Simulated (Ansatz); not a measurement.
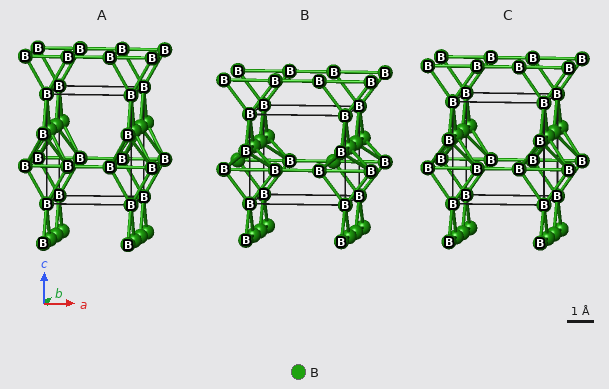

3 geometries from one relaxation of solid B (a generated structure, set up in P-4m2) (coarse preliminary run), in shuffled order. The picture is a ball-and-stick view of the cell of the calculation, seen from a free direction.

These are results of DFT PBE, scalar-relativistic, plane waves, PAW (Ansatz), not measurements. Settings: plane-wave cutoff 420 eV; k-point mesh 4 × 4 × 6; occupations gaussian; smearing width 0.1 eV; no spin polarisation; cell and atoms relaxed; force threshold 0.04 eV/Å; at most 70 steps.

Order the frames from highest to lowest energy.

B, C, A. They are steps 0, 3, 11, at +619 meV per atom, +258 meV per atom relative to the last. The largest moves relative to the cell, 0.17 Å, are those of B atoms. Cell: a = b 3.763 → 3.322 Å (−11.7 %), c 3.495 → 4.285 Å (+22.6 %). Volume −4.4 %. Among the contacts that change: B–B 2.029 → 1.666 Å, B–B 1.660 → 1.789 Å, B–B 1.734 → 1.656 Å, B–B 1.673 → 1.689 Å. Among the angles between lasting bonds that change: B–B–B 91.7° → 115.1°, B–B–B 75.4° → 55.5°, B–B–B 74.7° → 59.1°. The space group stays P-4m2 (No. 115). The energy falls by 619 meV per atom in 9 accepted moves (11 points after the start). The largest force component goes from 3 to 0.0012 eV/Å. The pressure goes from 13.47 to −0.02 GPa. The SCF was repeated twice at an unchanged geometry on a basis and grid sized afresh for the cell, which shifted the energy by 9.3 meV per atom at most.

Limits of the set-up: the k-point mesh is coarse for a cell with partly filled bands.
